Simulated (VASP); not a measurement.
# BaTiO₃: a changed input and its effect

System: BaTiO₃ (P4mm, 5 atoms in the cell).
Method of run A: Kohn-Sham DFT of a periodic cell, PBE, VASP PAW PBE potentials, recommended, no spin polarisation (VASP 6.6.1).

The structure derives from an entry of the Crystallography Open Database. 

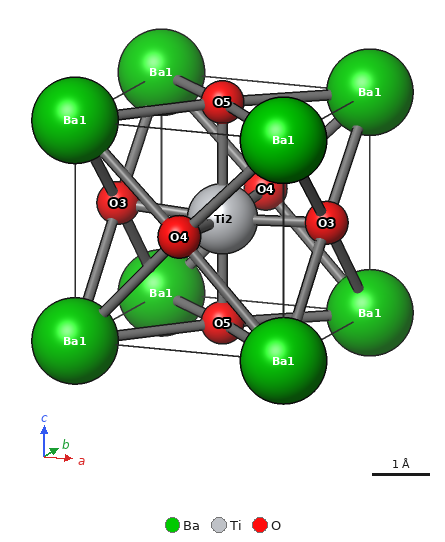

Figure 1. The input geometry (ball-and-stick view of the cell of the calculation, seen slightly off an axis; atoms are numbered from 1 in the order of the input).

INCAR, run A:
```
  ADDGRID = False
  ALGO = Normal
  EDIFF = 1E-8
  ENCUT = 900
  GGA = PE
  ISIF = 2
  ISMEAR = 0
  LASPH = True
  LCHARG = False
  LREAL = False
  LWAVE = False
  NELM = 100
  PREC = Accurate
  SIGMA = 0.05
```

KPOINTS, run A:
```
k-points
0
Gamma
  8 8 8
```

POSCAR, run A:
```
BaTiO3
1.0
    3.9998000000      0.0000000000      0.0000000000
    0.0000000000      3.9998000000      0.0000000000
    0.0000000000      0.0000000000      4.0180000000
Ba Ti O
1 1 3
Direct
    0.0000000000      0.0000000000      0.0000000000
    0.5000000000      0.5000000000      0.4900000000
    0.0000000000      0.5000000000      0.5170000000
    0.5000000000      0.0000000000      0.5170000000
    0.5000000000      0.5000000000      0.0190000000
```

Launched with:
```bash
cat potpaw_PBE.64/Ba_sv/POTCAR potpaw_PBE.64/Ti_sv/POTCAR potpaw_PBE.64/O/POTCAR > POTCAR
mpirun -np 1 vasp_std > vasp.out
```

Hardware: 1 thread of Intel Xeon @ 2.50GHz (Skylake/Cascade Lake), 160 GiB of memory available, shared host.

OSZICAR and lines of OUTCAR (run A):
```
N       E                     dE             d eps       ncg     rms          rms(c)
DAV:   1     0.571845553133E+03    0.57185E+03   -0.29142E+04  3600   0.269E+03
DAV:   2     0.260141788857E+02   -0.54583E+03   -0.53666E+03  4088   0.615E+02
DAV:   3    -0.472471517748E+02   -0.73261E+02   -0.70777E+02  5072   0.182E+02
DAV:   4    -0.507986988860E+02   -0.35515E+01   -0.35495E+01  5472   0.394E+01
DAV:   5    -0.509111824640E+02   -0.11248E+00   -0.11247E+00  5040   0.571E+00    0.231E+01
DAV:   6    -0.401472370979E+02    0.10764E+02   -0.75033E+01  5576   0.781E+01    0.101E+01
DAV:   7    -0.401629030354E+02   -0.15666E-01   -0.12220E+01  4544   0.259E+01    0.648E+00
DAV:   8    -0.399868936435E+02    0.17601E+00   -0.98290E-01  4808   0.967E+00    0.288E+00
DAV:   9    -0.400177113931E+02   -0.30818E-01   -0.26711E-01  4888   0.410E+00    0.121E+00
DAV:  10    -0.400044760091E+02    0.13235E-01   -0.92620E-02  4768   0.328E+00    0.386E-01
DAV:  11    -0.400036394325E+02    0.83658E-03   -0.63494E-03  5456   0.652E-01    0.615E-02
DAV:  12    -0.400036307330E+02    0.86994E-05   -0.28760E-04  4400   0.151E-01    0.358E-02
DAV:  13    -0.400036255629E+02    0.51701E-05   -0.24314E-04  4672   0.171E-01    0.118E-02
DAV:  14    -0.400036289302E+02   -0.33672E-05   -0.31383E-05  5320   0.443E-02    0.672E-03
DAV:  15    -0.400036294519E+02   -0.52173E-06   -0.23113E-06  4576   0.119E-02    0.621E-03
DAV:  16    -0.400036294538E+02   -0.18890E-08   -0.29993E-06  4776   0.164E-02    0.268E-03
DAV:  17    -0.400036294510E+02    0.27967E-08   -0.88059E-07  4576   0.865E-03    0.106E-03
DAV:  18    -0.400036294523E+02   -0.12947E-08   -0.33011E-07  4520   0.607E-03    0.708E-04
DAV:  19    -0.400036294692E+02   -0.16931E-07   -0.45940E-08  3632   0.214E-03    0.839E-05
DAV:  20    -0.400036294631E+02    0.61473E-08   -0.24458E-09  2000   0.449E-04
   1 F= -.40003629E+02 E0= -.40003629E+02  d E =-.965688E-16
[... from OUTCAR:]
  free energy    TOTEN  =       -40.00362946 eV
  energy without entropy =      -40.00362946  energy(sigma->0) =      -40.00362946
 E-fermi :   4.1043     XC(G=0): -11.2416     alpha+bet :-14.5047
  free  energy   TOTEN  =       -40.0036294631 eV
  energy  without entropy=      -40.0036294631  energy(sigma->0) =      -40.00362946
```

The input of run B differs as follows (lines with − go, lines with + come):
```diff
-  EDIFF = 1E-8
-  ENCUT = 900
+  EDIFF = 1E-7
+  ENCUT = 460
-  SIGMA = 0.05
+  SIGMA = 0.01
-  8 8 8
+  5 5 5
```

What does this change do to the results?

The free energy of run B is 2.9 meV per atom higher, the joint effect of these numerical settings, which can't be told apart here. The gap on the mesh goes from 1.77 to 1.93 eV. The pressure goes from 4.31 to 3.42 GPa. The SCF takes 17 iterations against 20. The irreducible k-points go from 75 to 18. The plane waves at Γ go from 3960.0 to 1450.0. On the same kind of shared host run B took about 0.15 times as long.

OSZICAR and lines of OUTCAR (run B):
```
N       E                     dE             d eps       ncg     rms          rms(c)
DAV:   1     0.434096808561E+03    0.43410E+03   -0.20062E+04   864   0.166E+03
DAV:   2    -0.971233654854E+01   -0.44381E+03   -0.43558E+03  1064   0.472E+02
DAV:   3    -0.489549860822E+02   -0.39243E+02   -0.39206E+02  1216   0.140E+02
DAV:   4    -0.508286363885E+02   -0.18737E+01   -0.18725E+01  1232   0.271E+01
DAV:   5    -0.508864052960E+02   -0.57769E-01   -0.57768E-01  1216   0.346E+00    0.230E+01
DAV:   6    -0.401023975290E+02    0.10784E+02   -0.74716E+01  1376   0.774E+01    0.994E+00
DAV:   7    -0.401506466234E+02   -0.48249E-01   -0.12229E+01  1120   0.255E+01    0.651E+00
DAV:   8    -0.399741375937E+02    0.17651E+00   -0.93189E-01  1184   0.938E+00    0.293E+00
DAV:   9    -0.400041341276E+02   -0.29997E-01   -0.27118E-01  1120   0.408E+00    0.121E+00
DAV:  10    -0.399900094204E+02    0.14125E-01   -0.92158E-02  1128   0.320E+00    0.396E-01
DAV:  11    -0.399891057680E+02    0.90365E-03   -0.69321E-03  1232   0.670E-01    0.686E-02
DAV:  12    -0.399890762676E+02    0.29500E-04   -0.34071E-04  1000   0.148E-01    0.358E-02
DAV:  13    -0.399890494604E+02    0.26807E-04   -0.23322E-04  1136   0.161E-01    0.130E-02
DAV:  14    -0.399890513825E+02   -0.19221E-05   -0.32715E-05  1280   0.450E-02    0.588E-03
DAV:  15    -0.399890517367E+02   -0.35410E-06   -0.29946E-06  1064   0.116E-02    0.586E-03
DAV:  16    -0.399890514390E+02    0.29763E-06   -0.22295E-06  1128   0.130E-02    0.246E-03
DAV:  17    -0.399890514172E+02    0.21822E-07   -0.72876E-07   920   0.748E-03
   1 F= -.39989051E+02 E0= -.39989051E+02  d E =-.735783-121
[... from OUTCAR:]
  free energy    TOTEN  =       -39.98905142 eV
  energy without entropy =      -39.98905142  energy(sigma->0) =      -39.98905142
 E-fermi :   3.8511     XC(G=0): -11.2419     alpha+bet :-14.5047
  free  energy   TOTEN  =       -39.9890514172 eV
  energy  without entropy=      -39.9890514172  energy(sigma->0) =      -39.98905142
```

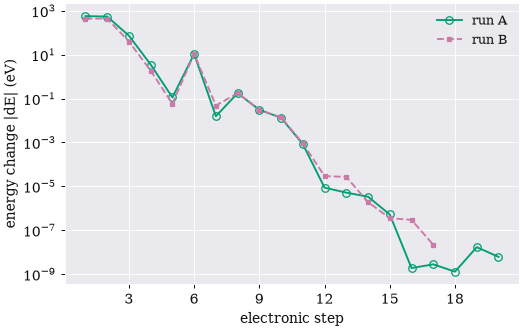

Figure 2. Convergence of the two runs: energy change |dE| against the electronic step. Run A takes 20 steps in all, and run B takes 17.

The two runs side by side:

```tsv
quantity	run A	run B
outcome	converged	converged
free energy per atom (eV)	−8.0007	−7.9978
gap on the mesh (eV)	1.77	1.93
pressure (GPa)	4.31	3.42
largest force (eV/Å)	0.279	0.280
SCF iterations	20	17
irreducible k-points	75	18
plane waves at Γ	3960	1450
```

For run B: The settings depart from the standard set-up of this series, which can bear on the numbers.
